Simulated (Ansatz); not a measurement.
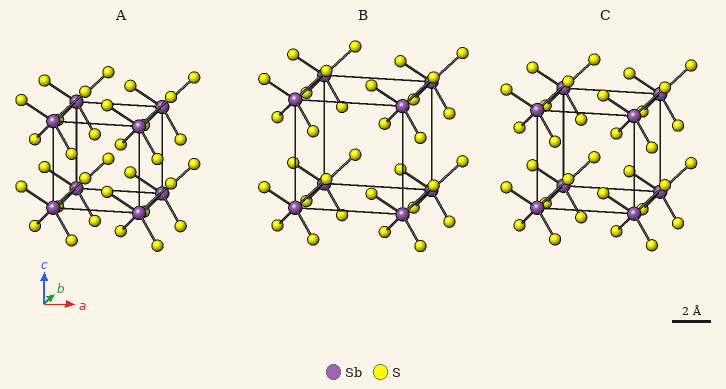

3 geometries from one relaxation of solid SbS$_{4}$ (set up in P-43m) (coarse preliminary run), in shuffled order. A ball-and-stick model of the cell of the calculation, seen slightly off an axis.

Case: 3 of 3 Li taken out, relaxed.

Theory: Ansatz, DFT PBE+D3(BJ), scalar-relativistic, plane waves, PAW. Settings: plane-wave cutoff 420 eV; k-point mesh 4 × 4 × 4; occupations gaussian; smearing width 0.1 eV; no spin polarisation; cell and atoms relaxed; force threshold 0.0325 eV/Å; at most 70 steps.

Question: Put them in the order of the run, from the start to the converged end.

Answer: B, C, A. They are steps 0, 2, 7, at +397 meV per atom, +217 meV per atom relative to the last. The largest moves relative to the cell, 0.54 Å, are those of S atoms. Sb stays in place. The volume changes by −48.8 %, with a = b = c 5.944 → 4.754 Å (−20.0 %). Some distances before and after: S–S 4.574 → 2.784 Å, S–Sb 2.346 → 2.413 Å. The space group stays P-43m (No. 215). After 6 accepted moves (7 points after the start) the energy has fallen by 397 meV per atom. Largest force component: 0.039 eV/Å at the start, 0.027 eV/Å at the end. Pressure: −1.53 GPa at the start and −0.13 GPa at the end. At 1 point the geometry stayed and the basis and grid were re-selected for the new cell (energy shift of 0.7 meV per atom at most each time).
